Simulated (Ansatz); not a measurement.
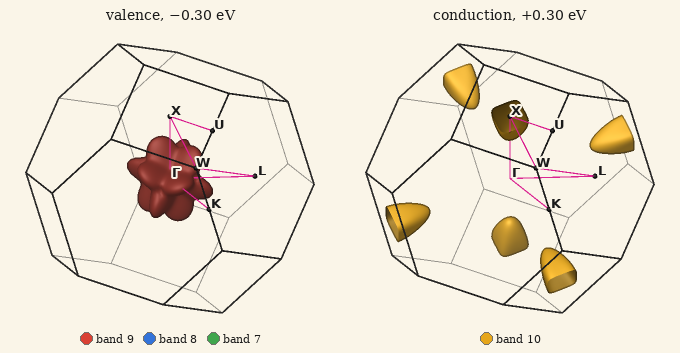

BeTe (F-43m): constant-energy surfaces at both band edges (energies from each edge).

Level of theory: DFT PBE, scalar-relativistic, plane waves, PAW; levels and slopes on a dense k mesh at the converged density in Ansatz. No spin polarisation. The levels come from a k mesh of 34×34×34 points. Unrelaxed database geometry (residual pressure 4 GPa).

Masses come from a second pass at points close to the extrema; at the energies drawn a band may no longer be parabolic.

**What kind of gap has this crystal, and what size does the calculation give?**

The gap is indirect, 1.86 eV at this level of theory (semilocal functionals give gaps that are too small, and can reorder valleys that lie close).

**Give the valleys and their effective masses.**

Valence band (extrema up to 0.30 eV from the edge): one maximum at Γ, three bands meeting there, with masses of 0.21 and 0.32 mₑ among them, each the same along x, y and z. Band 9 forms the valence edge; band 8 meets it there and band 7 meets it there.
Conduction band (extrema up to 0.30 eV from the edge): three equivalent minima at X, principal masses 0.25, 0.25 and 1.59 mₑ. Band 10 forms the conduction edge.

Where one band's surface lies inside another's, the outer one hides all or part of it.

Spin-orbit coupling, left out here, can change the gap, its kind, the place of the band edges and the masses, since the compound holds Te.

Cost: 99 s on 1 thread of Arm Neoverse N1, on a shared host, peak memory 0.56 GiB.
